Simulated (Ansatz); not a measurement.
# Ir: a changed input and its effect

System: Ir (Pm-3m, 1 atom in the cell).
Method of run 1: DFT, RPBE, plane waves (420 eV) with PAW, scalar-relativistic, no spin polarisation (Ansatz 0.2.0).

Text and figures count atoms from 1; the logs count them from 0 in places.

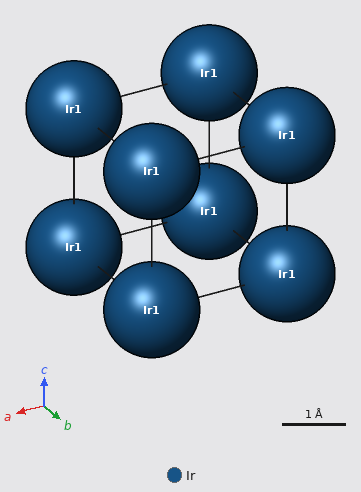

Fig. 1: The input geometry (spheres-only view of the cell of the calculation, seen at an oblique angle; atoms are numbered from 1 in the order of the input).

**The input, run 1**
```yaml
crystal:
  lattice:
    - [2.477279036, 0.0, 0.0]
    - [0.0, 2.477279036, 0.0]
    - [0.0, 0.0, 2.477279036]
  atoms:
    - { symbol: Ir, position: [0.0, 0.0, 0.0] }
hamiltonian:
  xc: rpbe
  pseudopotentials:
    kind: paw
    azcp:
      Ir: "pseudopotentials/Ir.paw.azcp"
basis:
  ecutwfc: 420
  fft_grid_basis: typed
kpoints:
  mp_grid: { grid: [14, 14, 14], shift: [0, 0, 0] }
magnetization:
  spin_polarized: false
scf:
  occupations: { method: fermi_dirac, width: 0.1 }
  lower_state_search: "off"
output:
  stress: true
```

Hardware: 2 threads of an Arm (aarch64) CPU, shared host.

**Output, shortened to warnings, some set-up lines, iterations and results (run 1)**
```
Basis set: ecut = 420 eV, 305 PW (Γ)
Symmetry: 48 space group operations
k-points: 120 of 2744
Initial density: superposition of atomic densities (neutral atoms: chi_scale 0, normalization atom), corrected by the library's trained network
[...]
SCF iter   1: F=—  HF=-11947.587628 eV  |F-HF|=—  |Δ(HF+E_count)|=         —  Δρ=3.45e-3  dr2=6.72e-4  ethr=1.77e-3  ⟨swp⟩=5.0  Hψ=8270  notcnv=0
SCF iter   2: F=—  HF=-11947.587869 eV  |F-HF|=—  |Δ(HF+E_count)|=   2.40e-4  Δρ=2.10e-3  dr2=2.67e-4  ethr=3.95e-6  ⟨swp⟩=2.0  Hψ=2894  notcnv=0
SCF iter   3: F=—  HF=-11947.588165 eV  |F-HF|=—  |Δ(HF+E_count)|=   2.96e-4  Δρ=1.83e-4  dr2=2.02e-6  ethr=1.57e-6  ⟨swp⟩=2.1  Hψ=1965  notcnv=0
SCF iter   4: F=—  HF=-11947.588165 eV  |F-HF|=—  |Δ(HF+E_count)|=   5.76e-8  Δρ=6.36e-5  dr2=4.75e-7  ethr=1.19e-8  ⟨swp⟩=2.0  Hψ=2529  notcnv=0
SCF iter   5: F=-11947.588165 eV  HF=-11947.588165 eV  |F-HF|=3.29e-8  |Δ(HF+E_count)|=   3.15e-8  Δρ=1.86e-5  dr2=4.47e-8  ethr=2.79e-9  ⟨swp⟩=2.3  Hψ=2349  notcnv=0
SCF iter   6: F=-11947.588165 eV  HF=-11947.588165 eV  |F-HF|=5.98e-10  |Δ(HF+E_count)|=   1.56e-8  Δρ=3.27e-6  dr2=1.32e-9  ethr=2.63e-10  ⟨swp⟩=2.0  Hψ=4910  notcnv=0
SCF 1 converged in 6 iterations: F = -11947.588165 eV  dr2 = 1.32e-9
SCF converged after 6 iterations
Free energy (F): -11947.588165 eV
Harris-Foulkes:  -11947.588165 eV  (|F-HF|=5.98e-10)
Internal energy: -11947.548508 eV  (E = F + TS)
E sigma→0 (E₀):  -11947.568336 eV
Entropy (-TS):   -0.039657 eV (-39.657 meV/atom)
Fermi energy:    23.524020 eV
--- Per-component energies (eV) ---
  E_band       = -114.633067
  E_kinetic    = 626.386693
  E_local      = -1235.164368  (includes V_loc(G=0)·N_el)
  E_nonlocal   = 74.229034
  E_hartree    = 476.460138
  E_xc         = -268.620034
  E_vxc        = -300.569797  (∫ρ·V_xc dr)
  E_paw        = -9237.668322  (= ΣΔE_a)
  E_vpaw       = -232.436439  (= ΣTr[D̂ρ^β])
  E_aug_tail   = 0.000067  (compensation charges beyond the density's cutoff)
  E_ewald      = -2383.140195
  E_core_change = -0.031522  (= ΣΔE_core)
  E_smearing   = -0.039657  (= −TS)
  E_closure    = -0.000000  (closes the sum)
  Σ components = -11947.588165   (vs F -11947.588165, Δ=0.00e0)
--- Stress (GPa, compression-positive) ---
       39.892459       0.000000       0.000000
        0.000000      39.892459       0.000000
        0.000000       0.000000      39.892459
  P = ⅓ Tr σ = 39.8925 GPa (398.925 kbar)
```

For run 2 the input was changed thus:
```diff
-    - [2.477279036, 0.0, 0.0]
-    - [0.0, 2.477279036, 0.0]
-    - [0.0, 0.0, 2.477279036]
+    - [2.5501816382, 0.0, 0.0]
+    - [0.0, 2.5501816382, 0.0]
+    - [0.0, 0.0, 2.5501816382]
```

How does run 2 compare with run 1?

With the same functional and potentials, run 2 lies 204.4 meV per atom lower. The pressure goes from 39.89 to 9.91 GPa. The volume per atom goes from 15.20 to 16.58 Å³. The number of SCF iterations is the same. The plane waves at Γ go from 305 to 341.

**Output, shortened to warnings, some set-up lines, iterations and results (run 2)**
```
Basis set: ecut = 420 eV, 341 PW (Γ)
Symmetry: 48 space group operations
k-points: 120 of 2744
Initial density: superposition of atomic densities (neutral atoms: chi_scale 0, normalization atom), corrected by the library's trained network
[...]
SCF iter   1: F=—  HF=-11947.791477 eV  |F-HF|=—  |Δ(HF+E_count)|=         —  Δρ=2.94e-3  dr2=5.10e-4  ethr=1.77e-3  ⟨swp⟩=5.0  Hψ=8227  notcnv=0
SCF iter   2: F=—  HF=-11947.792181 eV  |F-HF|=—  |Δ(HF+E_count)|=   7.04e-4  Δρ=1.67e-3  dr2=1.76e-4  ethr=3.00e-6  ⟨swp⟩=2.0  Hψ=2935  notcnv=0
SCF iter   3: F=—  HF=-11947.792582 eV  |F-HF|=—  |Δ(HF+E_count)|=   4.01e-4  Δρ=1.99e-4  dr2=4.19e-6  ethr=1.03e-6  ⟨swp⟩=2.1  Hψ=1969  notcnv=0
SCF iter   4: F=—  HF=-11947.792584 eV  |F-HF|=—  |Δ(HF+E_count)|=   2.34e-6  Δρ=6.69e-5  dr2=6.27e-7  ethr=2.46e-8  ⟨swp⟩=2.2  Hψ=2253  notcnv=0
SCF iter   5: F=-11947.792584 eV  HF=-11947.792584 eV  |F-HF|=6.39e-9  |Δ(HF+E_count)|=   1.03e-7  Δρ=1.24e-5  dr2=8.00e-9  ethr=3.69e-9  ⟨swp⟩=2.6  Hψ=2348  notcnv=0
SCF iter   6: F=-11947.792584 eV  HF=-11947.792584 eV  |F-HF|=7.28e-11  |Δ(HF+E_count)|=   8.09e-9  Δρ=1.85e-6  dr2=1.92e-10  ethr=4.71e-11  ⟨swp⟩=1.9  Hψ=4687  notcnv=0
SCF 1 converged in 6 iterations: F = -11947.792584 eV  dr2 = 1.92e-10
SCF converged after 6 iterations
Free energy (F): -11947.792584 eV
Harris-Foulkes:  -11947.792584 eV  (|F-HF|=7.28e-11)
Internal energy: -11947.746932 eV  (E = F + TS)
E sigma→0 (E₀):  -11947.769758 eV
Entropy (-TS):   -0.045652 eV (-45.652 meV/atom)
Fermi energy:    21.031426 eV
--- Per-component energies (eV) ---
  E_band       = -151.485556
  E_kinetic    = 622.669249
  E_local      = -1331.880961  (includes V_loc(G=0)·N_el)
  E_nonlocal   = 73.731224
  E_hartree    = 507.288694
  E_xc         = -267.293014
  E_vxc        = -298.732619  (∫ρ·V_xc dr)
  E_paw        = -9237.217829  (= ΣΔE_a)
  E_vpaw       = -231.850238  (= ΣTr[D̂ρ^β])
  E_aug_tail   = 0.000070  (compensation charges beyond the density's cutoff)
  E_ewald      = -2315.012843
  E_core_change = -0.031522  (= ΣΔE_core)
  E_smearing   = -0.045652  (= −TS)
  E_closure    = -0.000000  (closes the sum)
  Σ components = -11947.792584   (vs F -11947.792584, Δ=0.00e0)
--- Stress (GPa, compression-positive) ---
        9.905278       0.000000       0.000000
        0.000000       9.905278       0.000000
        0.000000       0.000000       9.905278
  P = ⅓ Tr σ = 9.9053 GPa (99.053 kbar)
```

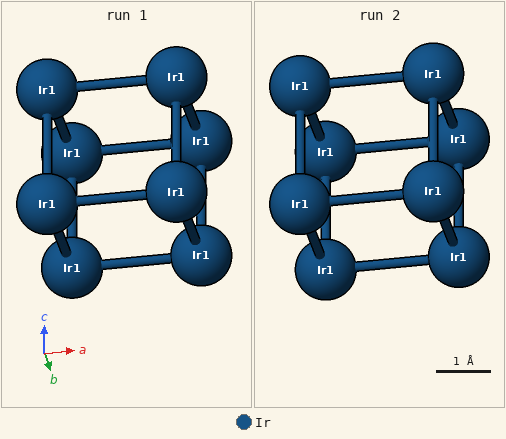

Fig. 2: The two input geometries at one scale (ball-and-stick view of the cell of the calculation, seen at an oblique angle). No atom moves by more than 0.005 Å relative to the cell. Cell: a = b = c 2.477 → 2.550 Å (+2.9 %). Volume +9.1 %. Among the contacts that change: Ir1–Ir1 2.477 → 2.550 Å.

**The two runs side by side**

| quantity | run 1 | run 2 |
| --- | --- | --- |
| outcome | converged | converged |
| free energy per atom (eV) | −11947.5882 | −11947.7926 |
| energy per atom, smearing taken to zero (eV) | −11947.5683 | −11947.7698 |
| pressure (GPa) | 39.89 | 9.91 |
| volume per atom (Å³) | 15.20 | 16.58 |
| SCF iterations | 6 | 6 |
| irreducible k-points | 120 | 120 |
| plane waves at Γ | 305 | 341 |
| wall time (shared host) | 0.78 s | 0.79 s |

For both runs: Spin–orbit coupling is left out, which matters for Ir. For run 1: The cell is under a pressure of 40 GPa at this level, so it is not at its equilibrium volume. For run 2: The cell is under a pressure of 9.9 GPa at this level, so it is not at its equilibrium volume.
